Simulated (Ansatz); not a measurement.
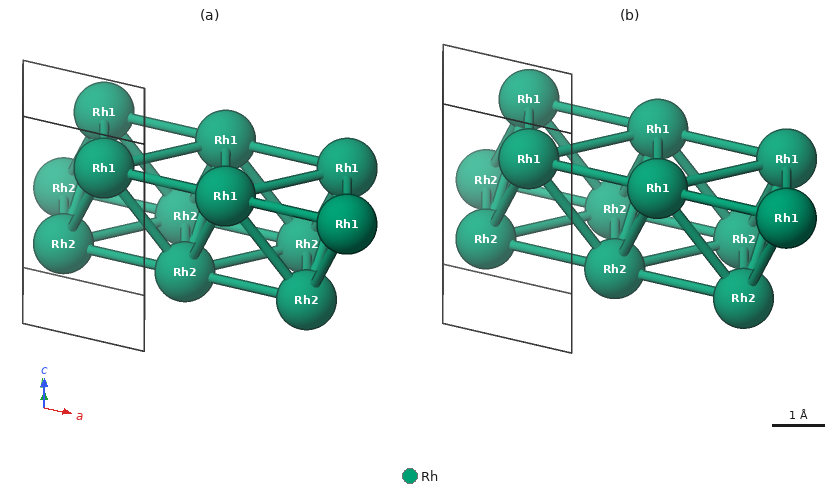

Left: a crystal of Rh (set up in P6_3/mmc). Right: the same structure after one change, at the same scale. A ball-and-stick model of the cell of the calculation, repeated 3 × 2 × 1 with one cell outlined, seen from a free direction.

Method: DFT r2SCAN, scalar-relativistic, plane waves, PAW in Ansatz 0.2.0. (plane-wave cutoff 500 eV; k-point mesh 24 × 24 × 12; occupations gaussian; smearing width 0.1 eV; no spin polarisation)

### What distinguishes the right structure from the left one?

Equal strain along all axes, +6.0 %, is applied. Symmetry leaves the atoms no freedom, so this is a single point.

### How do the computed properties respond?

Among the bonded contacts that change: Rh–Rh 2.704 → 2.866 Å, Rh–Rh 2.677 → 2.837 Å. The space group stays P6_3/mmc (No. 194). It costs 306 meV per atom. The pressure goes from 0.0 to −30.9 GPa. The principal stresses (compression positive) are −31.3 GPa along c and −30.7 GPa across it. All forces vanish by symmetry.
